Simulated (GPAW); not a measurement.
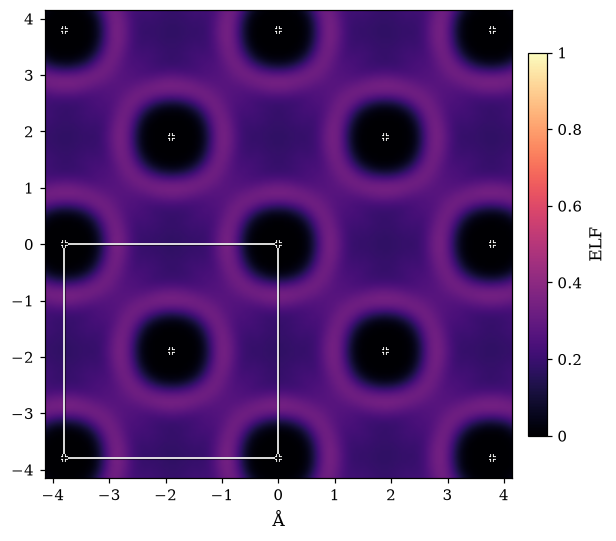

The electron localisation function on a plane through atoms (crosses mark nuclei in the plane).

Method: Kohn-Sham DFT of a periodic cell, PBE, GPAW PAW data sets (gpaw-data 1.2.1) (GPAW).

Candidates:
A. Ru, a = 2.71 Å, b = 2.71 Å, c = 4.28 Å, α = 90.00°, β = 90.00°, γ = 120.00°. Space group P6₃/mmc; computed pressure about 4 GPa in this cell.
B. Rh, a = 3.80 Å, b = 3.80 Å, c = 3.80 Å, α = 90.00°, β = 90.00°, γ = 90.00°. Space group Fm-3m; computed pressure about 9 GPa in this cell.
C. FePt, a = 2.72 Å, b = 2.72 Å, c = 3.72 Å, α = 90.00°, β = 90.00°, γ = 90.00°. Space group P4/mmm; computed pressure about 4 GPa in this cell; spin-polarised.

Q: Which candidate gave the map?

A: Candidate B: Rh on the (010) plane of the conventional cell, which holds Rh. Rh–Rh (2.68 Å): the ELF is about 0.25 at the midpoint: no shared electron pair shows on this line.
